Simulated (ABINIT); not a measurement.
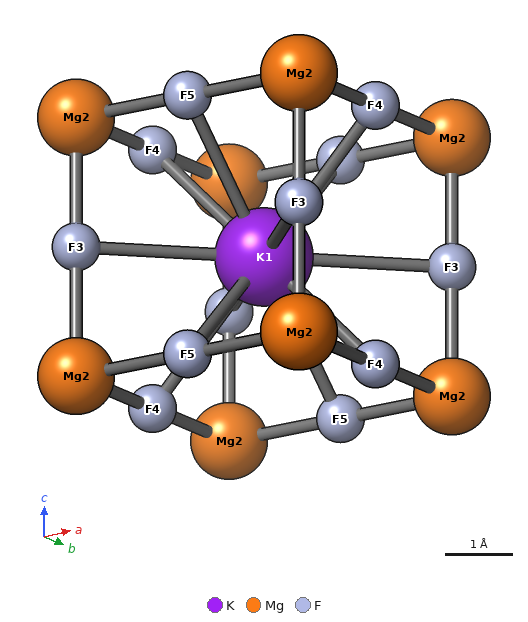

The input geometry (ball-and-stick view of the cell of the calculation, seen at an oblique angle; atoms are numbered from 1 in the order of the input). An atom can appear more than once, as a periodic image.

KMgF$_{3}$: Bethe–Salpeter calculation (part 1 of 2)

The run: Bethe–Salpeter calculation of KMgF$_{3}$ (Pm-3m, 5 atoms in the cell). Method and program: Kohn-Sham DFT of a periodic cell, PBE, PseudoDojo NC SR PBE v0.4.1 standard, BSE, no spin polarisation (ABINIT 10.8.3).

The structure derives from an entry of the Crystallography Open Database.

Input file
```
# Datasets
ndtset 3

# Pseudopotentials
pp_dirpath "./"
pseudos "K.upf, Mg.upf, F.upf"

# Structure
acell 3*1.0 Angstrom
rprim
     4.0515652900     0.0000000000     0.0000000000
     0.0000000000     4.0515652900     0.0000000000
     0.0000000000     0.0000000000     4.0515652900
ntypat 3
znucl 19 12 9
natom 5
typat 1 2 3 3 3
chkprim 0
chksymtnons 0
tolsym 1.0e-6
xred
            1/2            1/2            1/2
            0.0            0.0            0.0
            0.0            0.0            1/2
            0.0            1/2            0.0
            1/2            0.0            0.0

# Plane-wave basis
ecut 42.0
ecutsm 0.5

# k points
kptopt 1
ngkpt 4 4 4
nshiftk 1
shiftk 0.11 0.21 0.31
chksymbreak 0
istwfk *1

# Exchange and correlation
ixc 11

# Bands and occupations
occopt 1

# SCF cycle
nstep 80
diemac 6.0

# Output
iomode 3
prteig 0
prtebands 0

# Dataset 1: ground state
nband1 20
tolvrs1 1.0e-12
prtden1 1
prtwf1 0
ngkpt1 4 4 4
nshiftk1 1
shiftk1 0.0 0.0 0.0

# Dataset 2: empty bands at fixed density
iscf2 -2
getden2 1
nband2 29
nbdbuf2 4
tolwfr2 1.0e-12
nstep2 120
prtden2 0

# Dataset 3: Bethe-Salpeter equation, Tamm-Dancoff
optdriver3 99
getwfk3 2
getden3 1
bs_calctype3 1
mbpt_sciss3 3.9 eV
bs_exchange_term3 1
bs_coulomb_term3 20
mdf_epsinf3 2.07
bs_coupling3 0
bs_algorithm3 1
bs_loband3 18
nband3 23
ecutwfn3 25.0
ecuteps3 3.0
bs_freq_mesh3 0.0 20.0 0.05 eV
zcut3 0.2 eV
inclvkb3 2
```

Machine: 1 thread of Arm Neoverse V1, 112 GiB of memory available, shared host.

Command:
```bash
abinit run.abi > log 2>&1
```

What the program printed
```
.Version 10.8.3 of ABINIT
 DATASET    1 : space group Pm -3 m (#221); Bravais cP (primitive cubic)
================================================================================
 Values of the parameters that define the memory need for DATASET  1.
     intxc =       0    ionmov =       0      iscf =       7    lmnmax =       6
     lnmax =       6     mgfft =      48  mpssoang =       3    mqgrid =    3001
     natom =       5  nloc_mem =       1    nspden =       1   nspinor =       1
    nsppol =       1      nsym =      48    n1xccc =    2501    ntypat =       3
    occopt =       1   xclevel =       2
       mpw =        5866          nfft =      110592          nkpt =          10
================================================================================
================================================================================

 DATASET    2 : space group Pm -3 m (#221); Bravais cP (primitive cubic)
================================================================================
 Values of the parameters that define the memory need for DATASET  2.
     intxc =       0    ionmov =       0      iscf =      -2    lmnmax =       6
     lnmax =       6     mgfft =      48  mpssoang =       3    mqgrid =    3001
     natom =       5  nloc_mem =       1    nspden =       1   nspinor =       1
    nsppol =       1      nsym =      48    n1xccc =    2501    ntypat =       3
    occopt =       1   xclevel =       2
       mpw =        5865          nfft =      110592          nkpt =          64
================================================================================
================================================================================

 DATASET    3 : space group Pm -3 m (#221); Bravais cP (primitive cubic)
================================================================================
 Values of the parameters that define the memory need for DATASET  3.
     intxc =       0    ionmov =       0      iscf =       7    lmnmax =       6
     lnmax =       6     mgfft =      36  mpssoang =       3    mqgrid =    3001
     natom =       5  nloc_mem =       1    nspden =       1   nspinor =       1
    nsppol =       1      nsym =      48    n1xccc =    2501    ntypat =       3
    occopt =       1   xclevel =       2
       mpw =        2698          nfft =       46656          nkpt =          64
================================================================================
================================================================================

--------------------------------------------------------------------------------
------------- Echo of variables that govern the present computation ------------
--------------------------------------------------------------------------------
 -outvars: echo values of preprocessed input variables --------
            acell      1.8897261259E+00  1.8897261259E+00  1.8897261259E+00 Bohr
              amu      3.90983000E+01  2.43050000E+01  1.89984032E+01
     bs_algorithm1          2
     bs_algorithm2          2
     bs_algorithm3          1
  bs_coulomb_term1         11
  bs_coulomb_term2         11
  bs_coulomb_term3         20
     bs_freq_mesh1     0.00000000E+00  0.00000000E+00  3.67493222E-04 Hartree
     bs_freq_mesh2     0.00000000E+00  0.00000000E+00  3.67493222E-04 Hartree
     bs_freq_mesh3     0.00000000E+00  7.34986444E-01  1.83746611E-03 Hartree
        bs_loband1          0
        bs_loband2          0
        bs_loband3         18
          chkprim           0
      chksymbreak           0
      chksymtnons           0
           diemac      6.00000000E+00
             ecut1     4.20000000E+01 Hartree
             ecut2     4.20000000E+01 Hartree
             ecut3     2.50000000E+01 Hartree
          ecuteps1     0.00000000E+00 Hartree
          ecuteps2     0.00000000E+00 Hartree
          ecuteps3     3.00000000E+00 Hartree
           ecutsm      5.00000000E-01 Hartree
          ecutwfn1     0.00000000E+00 Hartree
          ecutwfn2     0.00000000E+00 Hartree
          ecutwfn3     2.50000000E+01 Hartree
           getden1          0
           getden2          1
           getden3          1
           getwfk1          0
           getwfk2          0
           getwfk3          2
             iscf1          7
             iscf2         -2
             iscf3          7
              ixc          11
           jdtset        1    2    3
                       outvar_i_n : Printing only first  50 k-points.
         kptrlatt        4    0    0      0    4    0      0    0    4
          kptrlen      3.06253951E+01
       mbpt_sciss1     0.00000000E+00 Hartree
       mbpt_sciss2     0.00000000E+00 Hartree
       mbpt_sciss3     1.43322356E-01 Hartree
       mdf_epsinf1     0.00000000E+00
       mdf_epsinf2     0.00000000E+00
       mdf_epsinf3     2.07000000E+00
            natom           5
            nband1         20
            nband2         29
            nband3         23
           nbdbuf1          0
           nbdbuf2          4
           nbdbuf3          0
           ndtset           3
            ngfft1         48      48      48
            ngfft2         48      48      48
            ngfft3         36      36      36
             nkpt1         10
             nkpt2         64
             nkpt3         64
           npweps1          0
           npweps2          0
           npweps3         93
            nstep1         80
            nstep2        120
            nstep3         80
             nsym          48
           ntypat           3
        optdriver1          0
        optdriver2          0
        optdriver3         99
           prtden1          1
           prtden2          0
           prtden3          1
        prtebands           0
           prteig           0
            prtwf1          0
            prtwf2          1
            prtwf3          1
            rprim      4.0515652900E+00  0.0000000000E+00  0.0000000000E+00
                       0.0000000000E+00  4.0515652900E+00  0.0000000000E+00
                       0.0000000000E+00  0.0000000000E+00  4.0515652900E+00
           shiftk1     0.00000000E+00  0.00000000E+00  0.00000000E+00
           shiftk2     1.10000000E-01  2.10000000E-01  3.10000000E-01
           shiftk3     1.10000000E-01  2.10000000E-01  3.10000000E-01
          spgroup         221
           tolsym      1.00000000E-06
           tolvrs1     1.00000000E-12
           tolvrs2     0.00000000E+00
           tolvrs3     0.00000000E+00
           tolwfr1     0.00000000E+00
           tolwfr2     1.00000000E-12
           tolwfr3     0.00000000E+00
            typat      1  2  3  3  3
                       outvars : Printing only first  50 k-points.
           xangst      2.0257826450E+00  2.0257826450E+00  2.0257826450E+00
                       0.0000000000E+00  0.0000000000E+00  0.0000000000E+00
                       0.0000000000E+00  0.0000000000E+00  2.0257826450E+00
                       0.0000000000E+00  2.0257826450E+00  0.0000000000E+00
                       2.0257826450E+00  0.0000000000E+00  0.0000000000E+00
            xcart      3.8281743897E+00  3.8281743897E+00  3.8281743897E+00
                       0.0000000000E+00  0.0000000000E+00  0.0000000000E+00
                       0.0000000000E+00  0.0000000000E+00  3.8281743897E+00
                       0.0000000000E+00  3.8281743897E+00  0.0000000000E+00
                       3.8281743897E+00  0.0000000000E+00  0.0000000000E+00
             xred      5.0000000000E-01  5.0000000000E-01  5.0000000000E-01
                       0.0000000000E+00  0.0000000000E+00  0.0000000000E+00
                       0.0000000000E+00  0.0000000000E+00  5.0000000000E-01
                       0.0000000000E+00  5.0000000000E-01  0.0000000000E+00
                       5.0000000000E-01  0.0000000000E+00  0.0000000000E+00
             zcut1     3.67493260E-03 Hartree
             zcut2     3.67493260E-03 Hartree
             zcut3     7.34986444E-03 Hartree
            znucl       19.00000   12.00000    9.00000

================================================================================

 chkinp: Checking input parameters for consistency, jdtset=   1.

 chkinp: Checking input parameters for consistency, jdtset=   2.

 chkinp: Checking input parameters for consistency, jdtset=   3.

================================================================================
== DATASET  1 ==================================================================

--- !DatasetInfo
iteration_state: {dtset: 1, }
dimensions: {natom: 5, nkpt: 10, mband: 20, nsppol: 1, nspinor: 1, nspden: 1, mpw: 5866, }
cutoff_energies: {ecut:  42.0, pawecutdg:  -1.0, }
electrons: {nelect:   4.00000000E+01, charge:   0.00000000E+00, occopt:   1.00000000E+00, tsmear:   1.00000000E-02, }
meta: {optdriver: 0, ionmov: 0, optcell: 0, iscf: 7, paral_kgb: 0, }
...

 Exchange-correlation functional for the present dataset will be:
  GGA: Perdew-Burke-Ernzerhof functional - ixc=11
  J.P.Perdew, K.Burke, M.Ernzerhof, PRL 77, 3865 (1996)

 Real(R)+Recip(G) space primitive vectors, cartesian coordinates (Bohr,Bohr^-1):
 R(1)=  7.6563488  0.0000000  0.0000000  G(1)=  0.1306106  0.0000000  0.0000000
 R(2)=  0.0000000  7.6563488  0.0000000  G(2)=  0.0000000  0.1306106  0.0000000
 R(3)=  0.0000000  0.0000000  7.6563488  G(3)=  0.0000000  0.0000000  0.1306106
 Unit cell volume ucvol=  4.4881269E+02 bohr^3
 Angles (23,13,12)=  9.00000000E+01  9.00000000E+01  9.00000000E+01 degrees

 getcut: wavevector=  0.0000  0.0000  0.0000  ngfft=  48  48  48
         ecut(hartree)=     42.000   => boxcut(ratio)=   2.14897

--- Pseudopotential description ------------------------------------------------
- pspini: atom type   1  psp file is ./K.upf
  19.00000   9.00000  171031                  znucl, zion, pspdat
12 -101130 2 -1 2222                          pspcod,pspxc,lmax,lloc,mmax
     nproj     2     2     2

- pspini: atom type   2  psp file is ./Mg.upf
  12.00000  10.00000  171031                  znucl, zion, pspdat
12 -101130 1 -1 1510                          pspcod,pspxc,lmax,lloc,mmax
     nproj     2     2     0

- pspini: atom type   3  psp file is ./F.upf
   9.00000   7.00000  171031                  znucl, zion, pspdat
12 -101130 2 -1 832                           pspcod,pspxc,lmax,lloc,mmax
     nproj     2     2     1

   1.29127356E+03                                ecore*ucvol(ha*bohr**3)
--------------------------------------------------------------------------------

================================================================================

--- !BeginCycle
iteration_state: {dtset: 1, }
solver: {iscf: 7, nstep: 80, nline: 4, wfoptalg: 0, }
tolerances: {tolvrs: 1.00E-12, }
...

     iter   Etot(hartree)      deltaE(h)  residm     vres2
 ETOT  1  -163.42687402233    -1.634E+02 3.388E-01 3.378E+02
 ETOT  2  -163.72187721619    -2.950E-01 5.676E-04 1.154E+02
 ETOT  3  -163.75718522634    -3.531E-02 1.591E-04 3.430E+01
 ETOT  4  -163.76343057836    -6.245E-03 3.179E-05 1.203E+00
 ETOT  5  -163.76366068383    -2.301E-04 1.222E-06 1.552E-02
 ETOT  6  -163.76366406653    -3.383E-06 4.954E-08 2.206E-03
 ETOT  7  -163.76366441054    -3.440E-07 4.475E-09 1.474E-04
 ETOT  8  -163.76366443330    -2.276E-08 6.489E-11 1.309E-06
 ETOT  9  -163.76366443338    -7.884E-11 1.730E-12 2.068E-07
 ETOT 10  -163.76366443341    -3.342E-11 3.276E-13 2.778E-09
 ETOT 11  -163.76366443340     1.501E-11 3.004E-15 1.051E-10
 ETOT 12  -163.76366443340    -3.126E-12 4.874E-17 3.979E-13

 At SCF step   12       vres2   =  3.98E-13 < tolvrs=  1.00E-12 =>converged.

 Cartesian components of stress tensor (hartree/bohr^3)
  sigma(1 1)=  3.05915684E-08  sigma(3 2)=  0.00000000E+00
  sigma(2 2)=  3.05915685E-08  sigma(3 1)=  0.00000000E+00
  sigma(3 3)=  3.05915685E-08  sigma(2 1)=  0.00000000E+00

--- !ResultsGS
iteration_state: {dtset: 1, }
comment   : Summary of ground state results
lattice_vectors:
- [  7.6563488,   0.0000000,   0.0000000, ]
- [  0.0000000,   7.6563488,   0.0000000, ]
- [  0.0000000,   0.0000000,   7.6563488, ]
lattice_lengths: [   7.65635,    7.65635,    7.65635, ]
lattice_angles: [ 90.000,  90.000,  90.000, ] # degrees, (23, 13, 12)
lattice_volume:   4.4881269E+02
convergence: {deltae: -3.126E-12, res2:  3.979E-13, residm:  4.874E-17, diffor: null, }
etotal    :  -1.63763664E+02
entropy   :   0.00000000E+00
fermie    :   1.73215102E-02
cartesian_stress_tensor: # hartree/bohr^3
- [  3.05915684E-08,   0.00000000E+00,   0.00000000E+00, ]
- [  0.00000000E+00,   3.05915685E-08,   0.00000000E+00, ]
- [  0.00000000E+00,   0.00000000E+00,   3.05915685E-08, ]
pressure_GPa:  -9.0004E-04
xred      :
- [  5.0000E-01,   5.0000E-01,   5.0000E-01,  K]
- [  0.0000E+00,   0.0000E+00,   0.0000E+00, Mg]
- [  0.0000E+00,   0.0000E+00,   5.0000E-01,  F]
- [  0.0000E+00,   5.0000E-01,   0.0000E+00,  F]
- [  5.0000E-01,   0.0000E+00,   0.0000E+00,  F]
cartesian_forces: # hartree/bohr
- [ -0.00000000E+00,  -0.00000000E+00,  -0.00000000E+00, ]
- [ -0.00000000E+00,  -0.00000000E+00,  -0.00000000E+00, ]
- [ -0.00000000E+00,  -0.00000000E+00,  -0.00000000E+00, ]
- [ -0.00000000E+00,  -0.00000000E+00,  -0.00000000E+00, ]
- [ -0.00000000E+00,  -0.00000000E+00,  -0.00000000E+00, ]
force_length_stats: {min:   0.00000000E+00, max:   0.00000000E+00, mean:   0.00000000E+00, }
...

 Integrated electronic density in atomic spheres:
 ------------------------------------------------
 Atom  Sphere_radius  Integrated_density
    1        2.00000          6.94571247
    2        2.00000          8.33924558
    3        2.00000          7.08094978
    4        2.00000          7.08094978
    5        2.00000          7.08094978
================================================================================

 ----iterations are completed or convergence reached----

 Mean square residual over all n,k,spin=   15.762E-18; max=  48.736E-18
 reduced coordinates (array xred) for    5 atoms
       0.500000000000      0.500000000000      0.500000000000
       0.000000000000      0.000000000000      0.000000000000
       0.000000000000      0.000000000000      0.500000000000
       0.000000000000      0.500000000000      0.000000000000
       0.500000000000      0.000000000000      0.000000000000
 rms dE/dt=  0.0000E+00; max dE/dt=  0.0000E+00; dE/dt below (all hartree)
    1       0.000000000000      0.000000000000      0.000000000000
    2       0.000000000000      0.000000000000      0.000000000000
    3       0.000000000000      0.000000000000      0.000000000000
    4       0.000000000000      0.000000000000      0.000000000000
    5       0.000000000000      0.000000000000      0.000000000000
```
